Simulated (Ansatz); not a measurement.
# Geometry relaxation of Ti2Si3 (part 1 of 2)

- system: Ti2Si3 (5 atoms in the cell)
- method: DFT PBE, scalar-relativistic, plane waves, PAW, no spin polarisation (Ansatz 0.2.0)

The structure was made by a generator, so it may or may not be a known phase. Figures and captions count atoms from 1; the log counts them from 0 in places.

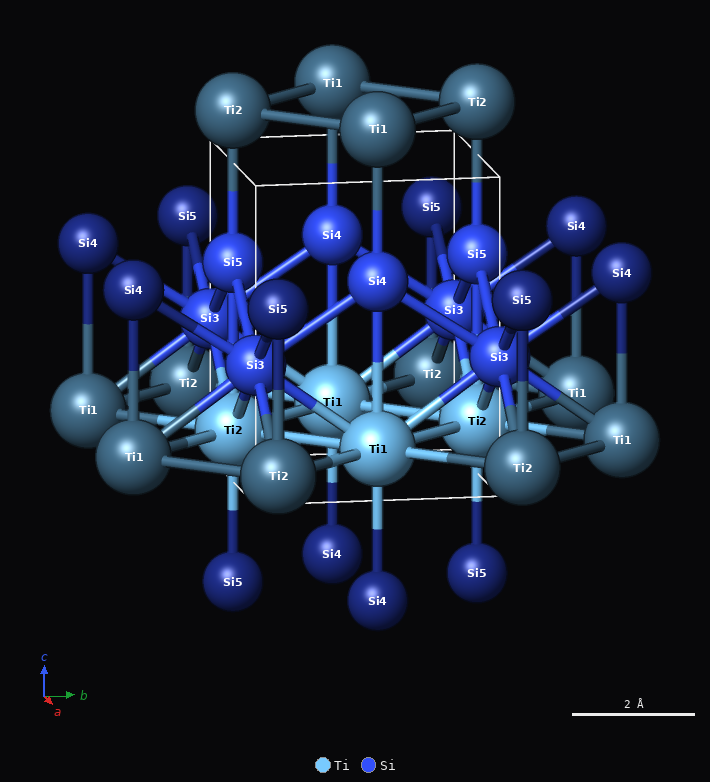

*The input geometry (ball-and-stick view of the cell of the calculation, seen slightly off an axis; neighbours outside the cell are drawn fainter; atoms are numbered from 1 in the order of the input). An atom can appear more than once, as a periodic image.*

Input:
```yaml
crystal:
  lattice:
    - [4.1041525018, 0.0, 0.0]
    - [0.0, 4.1041525018, 0.0]
    - [0.0, 0.0, 5.3741598433]
  atoms:
    - { symbol: Ti, position: [0.0, 0.5, 0.1630338925] }
    - { symbol: Ti, position: [0.5, 0.0, 0.1630338925] }
    - { symbol: Si, position: [0.0, 0.0, 0.4377380207] }
    - { symbol: Si, position: [0.0, 0.5, 0.6867631972] }
    - { symbol: Si, position: [0.5, 0.0, 0.6867631972] }
basis:
  ecutwfc: 420
kpoints:
  mp_grid: { grid: [10, 10, 8] }
hamiltonian:
  xc: pbe
scf:
  occupations: { method: gaussian, width: 0.1 }
output:
  forces: true
  stress: true
  eigenvalues: true
  write_density: true
  write_potential: true
  elf: true
  volumetric_format: npy
relax:
  adjacent_minimum: "off"
  f_tol: 0.01
  max_steps: 80
  cell: { stress_tol: 0.05 }
```

Run on 1 thread of Intel Xeon @ 2.50GHz (Skylake/Cascade Lake), 189 GiB of memory available, shared host.

Run as:
```bash
ansatz run input.yaml --threads 1 --pin off --max-ram 2560MiB --backend cpu --events-out ev --progress --plain --runs-dir out
```

Output:
```
Engine: ansatz 0.2.0, x86_64-unknown-linux-gnu
Pseudopotentials: kind: paw
Pseudopotential: Ti, paw, valence charge 12, recommended cutoff 420 eV (normal), Ti.paw.azcp
Pseudopotential: Si, paw, valence charge 4, recommended cutoff 420 eV (normal), Si.paw.azcp
Functional definition: PBE
  parameter kappa = 0.804
  parameter beta = 0.06672455060314922
  exchange = pbe_x(kappa = kappa, mu = beta*pi^2/3)
  correlation = pbe_c(beta = beta)
Crystal: 5 atoms, lattice volume = 90.523 Å³
Basis set: ecut = 420 eV, 1785 PW (Γ), exchange–correlation on 60×60×72 points (8 copies of the dense FFT grid, shifted against one another)
Bands: 23, of which v1, the nominal top of the filled ones, is band 18 counted from 1 (17 counted from 0)
Symmetry: 8 space group operations
Space group: P4mm (ITA 99), of the structure as read, at distance tolerance 4.5e-5 Å
k-points: 105 of 800 (time reversal used)
Non-local potential: Ti, projectors of the file, l = 0: 3, l = 1: 2, l = 2: 3, l = 3: 1
Non-local potential: Si, projectors of the file, l = 0: 2, l = 1: 2, l = 2: 2
PAW form: soft (Blöchl's): semilocal exchange-correlation on the pseudo side does not see the compensation charge
PAW one-centre angular grid: Ti, 590 points (default); XC on 64 Gauss nodes
PAW one-centre angular grid: Si, 110 points (default); XC on 64 Gauss nodes
Initial density: superposition of atomic densities (neutral atoms: chi_scale 0, normalization atom), corrected by the library's trained network
Initial wavefunctions: pseudopotential atomic-orbital guess
Functional: x = pbe(κ = 0.804, μ = 0.2195149727645171), c = pbe(β = 0.06672455060314922)
SCF iter   1: F=—  HF=-6905.063608 eV  |F-HF|=—  |Δ(HF+E_count)|=         —  Δρ=4.08e-3  dr2=1.35e-2  ethr=1.77e-3  ⟨swp⟩=5.3  Hψ=11483  notcnv=0
preconditioner: auto → Kerker (q_TF=auto, 2.340 Å⁻¹)  [metal: Δε(μ)=0.003 eV  Ē_g=4.931 eV  σ=0.100 eV  W_gap=0.02  n_scr=20 (ndim 8)  ℏωp=17.5 eV  f_vac=0.000  D(μ)=6.18/eV (n_scr^D=66)]
SCF iter   2: F=—  HF=-6905.062314 eV  |F-HF|=—  |Δ(HF+E_count)|=   1.29e-3  Δρ=2.35e-3  dr2=5.57e-3  ethr=3.74e-5  ⟨swp⟩=1.4  Hψ=3305  notcnv=0
SCF iter   3: F=—  HF=-6905.061723 eV  |F-HF|=—  |Δ(HF+E_count)|=   5.91e-4  Δρ=5.90e-4  dr2=6.69e-4  ethr=1.55e-5  ⟨swp⟩=2.0  Hψ=3218  notcnv=0
SCF iter   4: F=—  HF=-6905.061659 eV  |F-HF|=—  |Δ(HF+E_count)|=   6.48e-5  Δρ=2.34e-4  dr2=1.29e-4  ethr=1.86e-6  ⟨swp⟩=1.5  Hψ=2478  notcnv=0
SCF iter   5: F=—  HF=-6905.061645 eV  |F-HF|=—  |Δ(HF+E_count)|=   1.37e-5  Δρ=7.43e-5  dr2=1.08e-5  ethr=3.58e-7  ⟨swp⟩=1.6  Hψ=2594  notcnv=0
SCF iter   6: F=—  HF=-6905.061641 eV  |F-HF|=—  |Δ(HF+E_count)|=   3.66e-6  Δρ=2.62e-5  dr2=8.26e-7  ethr=3.01e-8  ⟨swp⟩=2.3  Hψ=3262  notcnv=0
SCF iter   7: F=-6905.061641 eV  HF=-6905.061641 eV  |F-HF|=1.69e-8  |Δ(HF+E_count)|=   1.74e-8  Δρ=6.87e-6  dr2=4.88e-8  ethr=2.78e-10  ⟨swp⟩=7.0  Hψ=15976  notcnv=0
SCF 1 converged in 7 iterations: F = -6905.061641 eV  dr2 = 4.88e-8
  greatest PAW one-centre occupation: 0.999 electrons in one spin orbital (limit 2), on the Ti atom at site 1 (counted from 0), in its partial waves of l = 0
relax step   1: F+E_penalty+E_count = -6905.06164128 eV  Δ(F+E_penalty+E_count) = +0.000e0 eV  max|allowed force component| = 9.874e-2 eV/Å  Δτ_max = 0.0000 Å  P = +0.006 GPa  Ω = 90.523 Å³  (7 SCF iters, dr2 threshold 1.00e-7 eV, accepted)
Crystal: 5 atoms, lattice volume = 90.751 Å³
Initial density: handed on by an earlier stage of this run
Initial wavefunctions: those handed on with the density
iter 1 solved again at ethr=1.20e-5 eV; its pass at ethr=3.10e-3 eV (dr2=4.31e-3 eV) is discarded
SCF iter   1: F=—  HF=-6905.064100 eV  |F-HF|=—  |Δ(HF+E_count)|=         —  Δρ=1.27e-3  dr2=4.46e-3  ethr=1.20e-5  ⟨swp⟩=2.6  Hψ=13628  notcnv=0
preconditioner: auto → Kerker (q_TF=auto, 2.339 Å⁻¹)  [metal: Δε(μ)=0.003 eV  Ē_g=4.931 eV  σ=0.100 eV  W_gap=0.01  n_scr=18 (ndim 8)  ℏωp=17.4 eV  f_vac=0.000  D(μ)=6.13/eV (n_scr^D=64)]
SCF iter   2: F=—  HF=-6905.063584 eV  |F-HF|=—  |Δ(HF+E_count)|=   5.16e-4  Δρ=6.13e-4  dr2=1.08e-3  ethr=1.20e-5  ⟨swp⟩=1.1  Hψ=2421  notcnv=0
SCF iter   3: F=—  HF=-6905.063371 eV  |F-HF|=—  |Δ(HF+E_count)|=   2.12e-4  Δρ=1.25e-4  dr2=4.49e-5  ethr=2.99e-6  ⟨swp⟩=2.3  Hψ=3118  notcnv=0
SCF iter   4: F=—  HF=-6905.063355 eV  |F-HF|=—  |Δ(HF+E_count)|=   1.64e-5  Δρ=4.28e-5  dr2=2.55e-6  ethr=1.25e-7  ⟨swp⟩=2.0  Hψ=3134  notcnv=0
iter 5 did not close the SCF: its close was put off for the readings that it lacked (scf_convergence_deferred on its scf_iter line)
SCF iter   5: F=-6905.063354 eV  HF=-6905.063354 eV  |F-HF|=4.20e-8  |Δ(HF+E_count)|=   2.81e-7  Δρ=1.20e-5  dr2=1.70e-7  ethr=7.09e-9  ⟨swp⟩=2.2  Hψ=3313  notcnv=0
SCF iter   6: F=-6905.063354 eV  HF=-6905.063354 eV  |F-HF|=3.30e-9  |Δ(HF+E_count)|=   1.09e-8  Δρ=3.57e-6  dr2=1.62e-8  ethr=4.71e-10  ⟨swp⟩=6.3  Hψ=15682  notcnv=0
SCF 2 converged in 6 iterations: F = -6905.063354 eV  dr2 = 1.62e-8
relax step   2: F+E_penalty+E_count = -6905.06335441 eV  Δ(F+E_penalty+E_count) = -1.713e-3 eV  max|allowed force component| = 2.492e-2 eV/Å  Δτ_max = 0.0074 Å  P = -0.084 GPa  Ω = 90.751 Å³  energy of the carried Pulay correction = -2.662e-5 eV  (6 SCF iters, dr2 threshold 5.00e-7 eV, accepted)
Crystal: 5 atoms, lattice volume = 90.708 Å³
iter 1 solved again at ethr=9.17e-7 eV; its pass at ethr=3.10e-3 eV (dr2=3.30e-4 eV) is discarded
SCF iter   1: F=—  HF=-6905.063600 eV  |F-HF|=—  |Δ(HF+E_count)|=         —  Δρ=4.17e-4  dr2=3.69e-4  ethr=9.17e-7  ⟨swp⟩=2.0  Hψ=13705  notcnv=0
preconditioner: auto → Kerker (q_TF=auto, 2.339 Å⁻¹)  [metal: Δε(μ)=0.002 eV  Ē_g=4.929 eV  σ=0.100 eV  W_gap=0.01  n_scr=18 (ndim 8)  ℏωp=17.4 eV  f_vac=0.000  D(μ)=6.10/eV (n_scr^D=64)]
SCF iter   2: F=—  HF=-6905.063555 eV  |F-HF|=—  |Δ(HF+E_count)|=   4.51e-5  Δρ=2.10e-4  dr2=8.89e-5  ethr=9.17e-7  ⟨swp⟩=1.1  Hψ=2425  notcnv=0
SCF iter   3: F=—  HF=-6905.063517 eV  |F-HF|=—  |Δ(HF+E_count)|=   3.85e-5  Δρ=4.59e-5  dr2=4.31e-6  ethr=2.47e-7  ⟨swp⟩=2.4  Hψ=3374  notcnv=0
SCF iter   4: F=—  HF=-6905.063516 eV  |F-HF|=—  |Δ(HF+E_count)|=   9.08e-7  Δρ=1.30e-5  dr2=2.20e-7  ethr=1.20e-8  ⟨swp⟩=2.0  Hψ=3252  notcnv=0
iter 5 did not close the SCF: its close was put off for the readings that it lacked (scf_convergence_deferred on its scf_iter line)
SCF iter   5: F=-6905.063516 eV  HF=-6905.063516 eV  |F-HF|=1.53e-9  |Δ(HF+E_count)|=   1.00e-8  Δρ=3.89e-6  dr2=1.61e-8  ethr=6.11e-10  ⟨swp⟩=2.4  Hψ=3485  notcnv=0
SCF iter   6: F=-6905.063516 eV  HF=-6905.063516 eV  |F-HF|=1.85e-10  |Δ(HF+E_count)|=  6.83e-10  Δρ=1.09e-6  dr2=1.28e-9  ethr=4.46e-11  ⟨swp⟩=5.2  Hψ=13535  notcnv=0
SCF 3 converged in 6 iterations: F = -6905.063516 eV  dr2 = 1.28e-9
relax step   3: F+E_penalty+E_count = -6905.06351575 eV  Δ(F+E_penalty+E_count) = -1.613e-4 eV  max|allowed force component| = 2.928e-3 eV/Å  Δτ_max = 0.0022 Å  P = +0.018 GPa  Ω = 90.708 Å³  energy of the carried Pulay correction = -2.163e-5 eV  (6 SCF iters, dr2 threshold 1.16e-7 eV, accepted)
Initial wavefunctions: pseudopotential atomic-orbital guess (no wavefunctions were taken with the density)
iter 1 solved again at ethr=1.12e-6 eV; its pass at ethr=3.10e-3 eV (dr2=4.02e-4 eV) is discarded
SCF iter   1: F=—  HF=-6905.063524 eV  |F-HF|=—  |Δ(HF+E_count)|=         —  Δρ=6.57e-5  dr2=8.69e-8  ethr=1.12e-6  ⟨swp⟩=3.0  Hψ=17192  notcnv=0
eigensolver tolerance schedule: the retry pair's looser diagonalisation over-reported the residual by 4631.98 of it (diagonalisation noise at an unbounded share of the residual, at the tolerance the schedule requests for it); recorded, not acted on — ethr = c·dr2/N_el stays at c = 1.0e-1
preconditioner: auto → Kerker (q_TF=auto, 2.339 Å⁻¹)  [metal: Δε(μ)=0.003 eV  Ē_g=4.927 eV  σ=0.100 eV  W_gap=0.02  n_scr=18 (ndim 8)  ℏωp=17.4 eV  f_vac=0.000  D(μ)=6.11/eV (n_scr^D=64)]
SCF iter   2: F=—  HF=-6905.063528 eV  |F-HF|=—  |Δ(HF+E_count)|=   4.23e-6  Δρ=3.33e-5  dr2=2.23e-8  ethr=2.41e-10  ⟨swp⟩=3.1  Hψ=4871  notcnv=0
SCF iter   3: F=—  HF=-6905.063534 eV  |F-HF|=—  |Δ(HF+E_count)|=   5.69e-6  Δρ=2.59e-6  dr2=5.14e-10  ethr=6.20e-11  ⟨swp⟩=1.0  Hψ=2415  notcnv=0
SCF iter   4: F=—  HF=-6905.063534 eV  |F-HF|=—  |Δ(HF+E_count)|=   3.18e-8  Δρ=3.14e-7  dr2=8.21e-11  ethr=1.43e-12  ⟨swp⟩=2.6  Hψ=3915  notcnv=0
iter 5 did not close the SCF: its close was put off for the readings that it lacked (scf_convergence_deferred on its scf_iter line)
SCF iter   5: F=-6905.063534 eV  HF=-6905.063534 eV  |F-HF|=2.73e-12  |Δ(HF+E_count)|=  1.36e-11  Δρ=1.27e-7  dr2=1.74e-11  ethr=1.00e-12  ⟨swp⟩=1.0  Hψ=2415  notcnv=0
iter 6 did not close the SCF: its close was put off for the readings that it lacked (scf_convergence_deferred on its scf_iter line)
SCF iter   6: F=-6905.063534 eV  HF=-6905.063534 eV  |F-HF|=3.64e-12  |Δ(HF+E_count)|=  4.55e-12  Δρ=3.21e-8  dr2=9.21e-13  ethr=1.00e-12  ⟨swp⟩=1.0  Hψ=2415  notcnv=0
iter 7 did not close the SCF: its close was put off for the readings that it lacked (scf_convergence_deferred on its scf_iter line)
SCF iter   7: F=-6905.063534 eV  HF=-6905.063534 eV  |F-HF|=0.00e0  |Δ(HF+E_count)|=    0.00e0  Δρ=1.52e-8  dr2=1.97e-13  ethr=1.00e-12  ⟨swp⟩=1.0  Hψ=2415  notcnv=0
iter 8 did not close the SCF: its close was put off for the readings that it lacked (scf_convergence_deferred on its scf_iter line)
SCF iter   8: F=-6905.063534 eV  HF=-6905.063534 eV  |F-HF|=3.64e-12  |Δ(HF+E_count)|=    0.00e0  Δρ=5.56e-9  dr2=2.64e-14  ethr=1.00e-12  ⟨swp⟩=1.0  Hψ=2415  notcnv=0
SCF iter   9: F=-6905.063534 eV  HF=-6905.063534 eV  |F-HF|=1.82e-12  |Δ(HF+E_count)|=    0.00e0  Δρ=2.55e-9  dr2=5.37e-15  ethr=1.00e-12  ⟨swp⟩=2.3  Hψ=6577  notcnv=0
SCF 4 converged in 9 iterations: F = -6905.063534 eV  dr2 = 5.37e-15
relax step   4: F+E_penalty+E_count = -6905.06353390 eV  Δ(F+E_penalty+E_count) = -1.814e-5 eV  max|allowed force component| = 2.932e-3 eV/Å  Δτ_max = 0.0000 Å  P = +0.019 GPa  Ω = 90.708 Å³  stress off target by 3.08e-2 GPa  SCF on the basis re-selected at this cell (its energy is not comparable with the rows above)  (9 SCF iters)
```

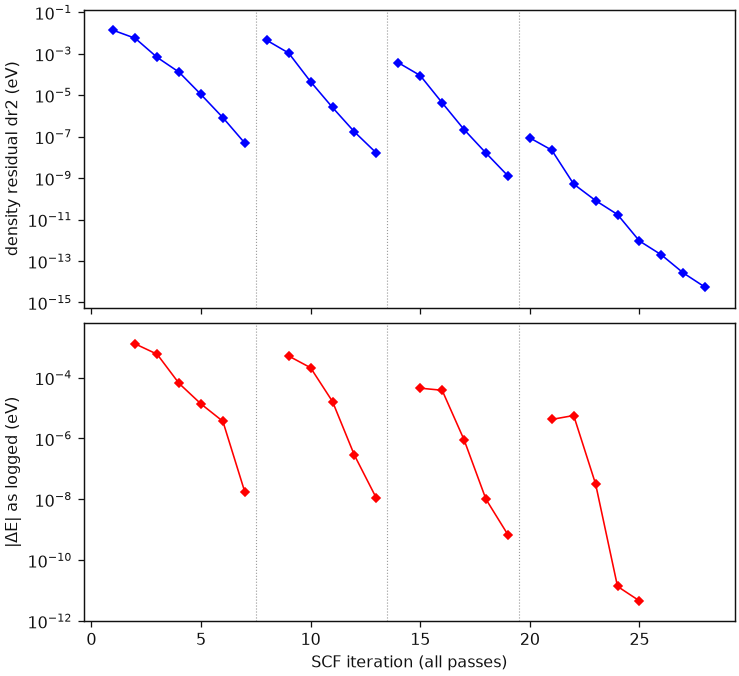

*Convergence of the self-consistent field: density residual dr2 and size of the energy change against the SCF iteration. The dotted lines part the SCF passes of the relaxation: geometry steps, rejected trials and re-solves on a re-selected basis.*

The passes take 7, 6, 6 and 9 iterations.
